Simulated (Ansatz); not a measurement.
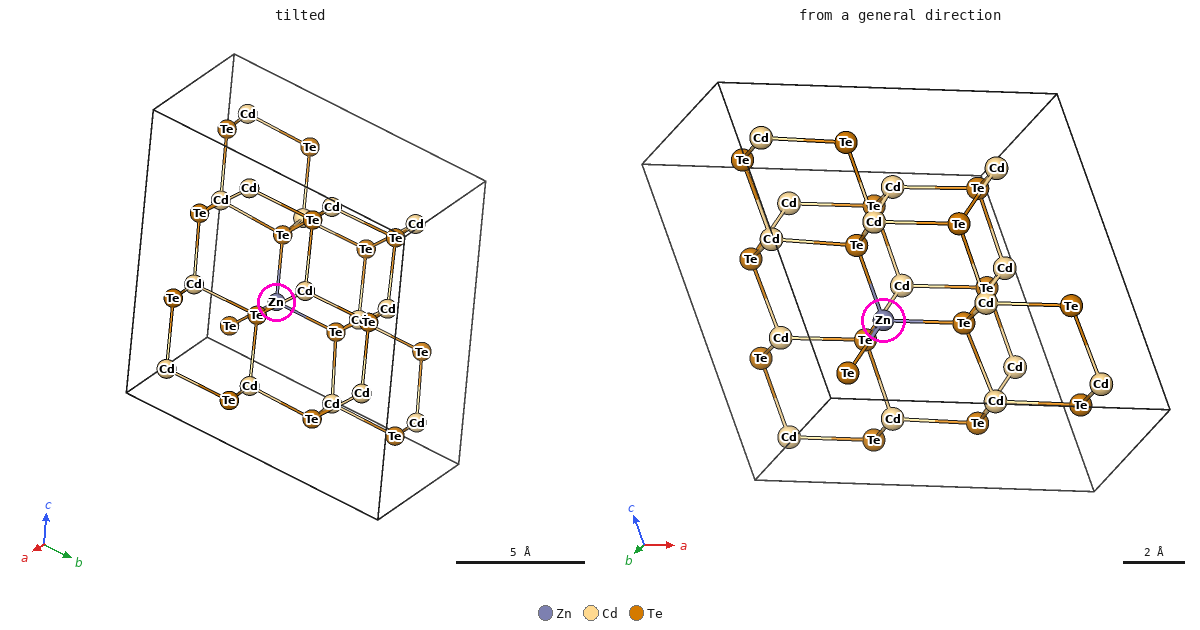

The image is a ball-and-stick drawing of a crystal, viewed slightly off an axis and from a general direction. Lines trace the edges of the supercell. The host is CdTe, in a cell of 32 sites, and the cell is neutral. A ring marks the defect's site.

Spot the defect.

Zinc on a cadmium site (a substitutional impurity). It is bonded to four Te in a tetrahedral arrangement at about 2.7 Å.

The atoms were relaxed in the host's cell with DFT PBEsol, scalar-relativistic, plane waves, PAW (Ansatz 0.2.0).
